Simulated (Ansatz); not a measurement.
## Ru: a changed input and its effect

System: Ru (4 atoms in the cell).
Method of run 1: DFT with PBE, PAW plane waves, no spin polarisation (Ansatz 0.2.0).

The structure derives from an entry of the Crystallography Open Database. Text and figures count atoms from 1; the logs count them from 0 in places.

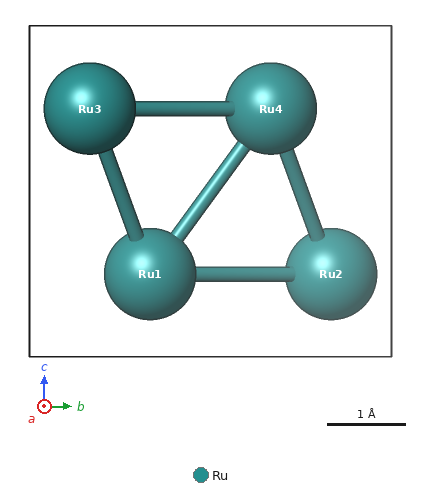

Fig. 1: The structure as given in the input (ball-and-stick view of the cell of the calculation, along the a axis; atoms are numbered from 1 in the order of the input).

### Input, run 1
```yaml
crystal:
  lattice:
    - [2.70756445, 0.0, 0.0]
    - [-2.70756445, 4.68964403, 0.0]
    - [0.0, 0.0, 4.28749881]
  atoms:
    - { symbol: Ru, position: [0.3333, 0.33335, 0.25] }
    - { symbol: Ru, position: [0.3333, 0.83335, 0.25] }
    - { symbol: Ru, position: [0.6666, 0.16665, 0.75] }
    - { symbol: Ru, position: [0.6666, 0.66665, 0.75] }
  symmetry: { tolerance: 0.0003 }
kpoints:
  mp_grid: { grid: [8, 4, 4], shift: [0, 0, 0] }
magnetization:
  spin_polarized: false
scf:
  occupations: { method: fermi_dirac, width: 0.1233 }
hamiltonian:
  pseudopotentials: { kind: paw }
  xc: pbe
basis:
  ecutwfc: 420
output:
  forces: true
  stress: true
  eigenvalues: true
```

Command:
```bash
ansatz run input.yaml --threads 1 --pin off --max-ram 2560MiB --backend cpu --events-out ev --progress --plain --runs-dir out
```

Hardware: 1 thread of an x86-64 CPU, shared host.

### Output, shortened to warnings, some set-up lines, iterations and results (run 1)
```
Basis set: ecut = 420 eV, 1057 PW (Γ), exchange–correlation on 40×80×60 points (8 copies of the dense FFT grid, shifted against one another)
Symmetry: 16 space group operations
k-points: 39 of 128
Initial density: superposition of atomic densities (neutral atoms: chi_scale 0, normalization atom), corrected by the library's trained network
[...]
SCF iter   1: F=—  HF=-23514.852066 eV  |F-HF|=—  |Δ(HF+E_count)|=         —  Δρ=7.69e-3  dr2=6.91e-3  ethr=1.77e-3  ⟨swp⟩=5.1  Hψ=5493  notcnv=0
SCF iter   2: F=—  HF=-23514.856817 eV  |F-HF|=—  |Δ(HF+E_count)|=   4.75e-3  Δρ=4.43e-3  dr2=2.34e-3  ethr=1.08e-5  ⟨swp⟩=2.0  Hψ=2587  notcnv=0
SCF iter   3: F=—  HF=-23514.858782 eV  |F-HF|=—  |Δ(HF+E_count)|=   1.97e-3  Δρ=2.96e-4  dr2=1.80e-5  ethr=3.65e-6  ⟨swp⟩=2.2  Hψ=2067  notcnv=0
SCF iter   4: F=—  HF=-23514.858713 eV  |F-HF|=—  |Δ(HF+E_count)|=   6.84e-5  Δρ=5.33e-5  dr2=8.82e-7  ethr=2.82e-8  ⟨swp⟩=2.0  Hψ=2732  notcnv=0
SCF iter   5: F=-23514.858714 eV  HF=-23514.858714 eV  |F-HF|=8.77e-10  |Δ(HF+E_count)|=   1.14e-7  Δρ=1.11e-5  dr2=4.22e-8  ethr=1.38e-9  ⟨swp⟩=2.2  Hψ=2188  notcnv=0
SCF iter   6: F=-23514.858714 eV  HF=-23514.858714 eV  |F-HF|=2.18e-10  |Δ(HF+E_count)|=   3.83e-9  Δρ=1.34e-6  dr2=5.54e-10  ethr=6.59e-11  ⟨swp⟩=2.1  Hψ=5192  notcnv=0
SCF 1 converged in 6 iterations: F = -23514.858714 eV  dr2 = 5.54e-10
SCF converged after 6 iterations
Free energy (F): -23514.858714 eV
Harris-Foulkes:  -23514.858714 eV  (|F-HF|=2.18e-10)
Internal energy: -23514.727168 eV  (E = F + TS)
E sigma→0 (E₀):  -23514.792941 eV
Entropy (-TS):   -0.131545 eV (-32.886 meV/atom)
Fermi energy:    23.437306 eV
--- Per-component energies (eV) ---
  E_band       = -216.732119
  E_kinetic    = 2056.959138
  E_local      = -5039.969759  (includes V_loc(G=0)·N_el)
  E_nonlocal   = 1371.539781
  E_hartree    = 1619.250998
  E_xc         = -762.711582
  E_vxc        = -957.625368  (∫ρ·V_xc dr)
  E_paw        = -13842.599440  (= ΣΔE_a)
  E_vpaw       = -886.136218  (= ΣTr[D̂ρ^β])
  E_aug_tail   = -0.000775  (compensation charges beyond the density's cutoff)
  E_ewald      = -8917.195530
  E_smearing   = -0.131545  (= −TS)
  E_closure    = 0.000000  (closes the sum)
  Σ components = -23514.858714   (vs F -23514.858714, Δ=0.00e0)
--- Forces (eV/Å), atoms counted from 1 ---
  atom   1  Ru     0.00000000    -0.00113318    -0.00000000
  atom   2  Ru     0.00000000    -0.00113318    -0.00000000
  atom   3  Ru    -0.00000000     0.00113318    -0.00000000
  atom   4  Ru    -0.00000000     0.00113318    -0.00000000
  max |Σ_I F_I| component: 5.20e-18 eV/Å
--- Stress (GPa, compression-positive) ---
        3.831276      -0.000000       0.000000
       -0.000000       3.836450       0.000000
        0.000000       0.000000       3.588612
  P = ⅓ Tr σ = 3.7521 GPa (37.521 kbar)
```

The input of run 2 differs as follows (lines with − go, lines with + come):
```diff
-  mp_grid: { grid: [8, 4, 4], shift: [0, 0, 0] }
+  mp_grid: { grid: [10, 5, 5], shift: [0, 0, 0] }
+  write_density: true
+  write_potential: true
+  elf: true
+  volumetric_format: npy
```

What does this change do to the results?

The free energy of run 2 is 6.5 meV per atom higher, which measures how much it depends on this numerical setting. The pressure goes from 3.75 to 3.98 GPa. The number of SCF iterations is the same. The irreducible k-points go from 39 to 54.

### Output, shortened to warnings, some set-up lines, iterations and results (run 2)
```
Basis set: ecut = 420 eV, 1057 PW (Γ), exchange–correlation on 40×80×60 points (8 copies of the dense FFT grid, shifted against one another)
Symmetry: 16 space group operations
k-points: 54 of 250
Initial density: superposition of atomic densities (neutral atoms: chi_scale 0, normalization atom), corrected by the library's trained network
[...]
SCF iter   1: F=—  HF=-23514.825131 eV  |F-HF|=—  |Δ(HF+E_count)|=         —  Δρ=6.32e-3  dr2=4.31e-3  ethr=1.77e-3  ⟨swp⟩=5.1  Hψ=7292  notcnv=0
SCF iter   2: F=—  HF=-23514.830801 eV  |F-HF|=—  |Δ(HF+E_count)|=   5.67e-3  Δρ=3.74e-3  dr2=1.58e-3  ethr=6.74e-6  ⟨swp⟩=2.0  Hψ=3903  notcnv=0
SCF iter   3: F=—  HF=-23514.832977 eV  |F-HF|=—  |Δ(HF+E_count)|=   2.18e-3  Δρ=2.41e-4  dr2=9.64e-6  ethr=2.47e-6  ⟨swp⟩=2.0  Hψ=2918  notcnv=0
SCF iter   4: F=—  HF=-23514.832911 eV  |F-HF|=—  |Δ(HF+E_count)|=   6.55e-5  Δρ=9.93e-5  dr2=2.08e-6  ethr=1.51e-8  ⟨swp⟩=2.1  Hψ=3801  notcnv=0
SCF iter   5: F=-23514.832912 eV  HF=-23514.832912 eV  |F-HF|=8.74e-9  |Δ(HF+E_count)|=   6.79e-7  Δρ=1.08e-5  dr2=4.75e-8  ethr=3.25e-9  ⟨swp⟩=2.7  Hψ=3940  notcnv=0
SCF iter   6: F=-23514.832912 eV  HF=-23514.832912 eV  |F-HF|=6.22e-10  |Δ(HF+E_count)|=   4.17e-9  Δρ=2.74e-6  dr2=2.28e-9  ethr=7.42e-11  ⟨swp⟩=5.4  Hψ=12116  notcnv=0
SCF 1 converged in 6 iterations: F = -23514.832912 eV  dr2 = 2.28e-9
SCF converged after 6 iterations
Free energy (F): -23514.832912 eV
Harris-Foulkes:  -23514.832912 eV  (|F-HF|=6.22e-10)
Internal energy: -23514.649109 eV  (E = F + TS)
E sigma→0 (E₀):  -23514.741010 eV
Entropy (-TS):   -0.183803 eV (-45.951 meV/atom)
Fermi energy:    23.486427 eV
--- Per-component energies (eV) ---
  E_band       = -215.900350
  E_kinetic    = 2057.441030
  E_local      = -5041.390057  (includes V_loc(G=0)·N_el)
  E_nonlocal   = 1371.909826
  E_hartree    = 1620.082723
  E_xc         = -762.728079
  E_vxc        = -957.645325  (∫ρ·V_xc dr)
  E_paw        = -13842.768246  (= ΣΔE_a)
  E_vpaw       = -886.383170  (= ΣTr[D̂ρ^β])
  E_aug_tail   = -0.000775  (compensation charges beyond the density's cutoff)
  E_ewald      = -8917.195530
  E_smearing   = -0.183803  (= −TS)
  E_closure    = -0.000000  (closes the sum)
  Σ components = -23514.832912   (vs F -23514.832912, Δ=0.00e0)
--- Forces (eV/Å), atoms counted from 1 ---
  atom   1  Ru     0.00000000    -0.00109887     0.00000000
  atom   2  Ru     0.00000000    -0.00109887     0.00000000
  atom   3  Ru    -0.00000000     0.00109887     0.00000000
  atom   4  Ru    -0.00000000     0.00109887     0.00000000
  max |Σ_I F_I| component: 3.47e-18 eV/Å
--- Stress (GPa, compression-positive) ---
        5.062742      -0.000000       0.000000
       -0.000000       5.067633       0.000000
        0.000000       0.000000       1.807953
  P = ⅓ Tr σ = 3.9794 GPa (39.794 kbar)
```

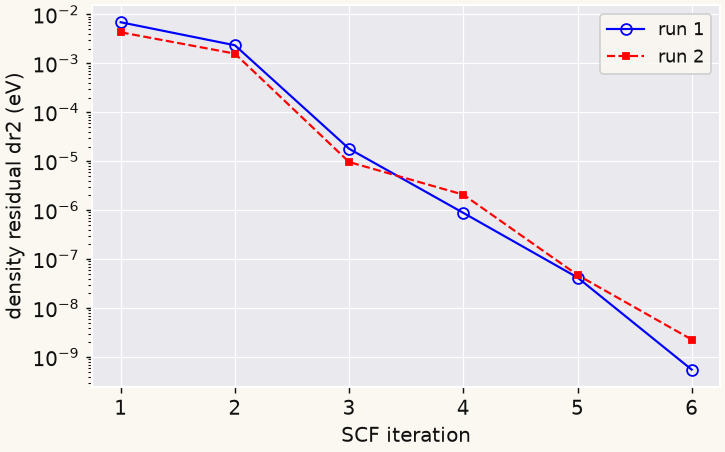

Fig. 2: Convergence of the two runs: density residual dr2 against the SCF iteration. Run 1 takes 6 iterations in all, and run 2 takes 6.

### The two runs side by side

| quantity | run 1 | run 2 |
| --- | --- | --- |
| outcome | converged | converged |
| free energy per atom (eV) | −5878.7147 | −5878.7082 |
| energy per atom, smearing taken to zero (eV) | −5878.6982 | −5878.6853 |
| pressure (GPa) | 3.75 | 3.98 |
| largest force (eV/Å) | 0.001 | 0.001 |
| SCF iterations | 6 | 6 |
| irreducible k-points | 39 | 54 |
| plane waves at Γ | 1057 | 1057 |
| wall time (shared host) | 3.8 s | 6.4 s |
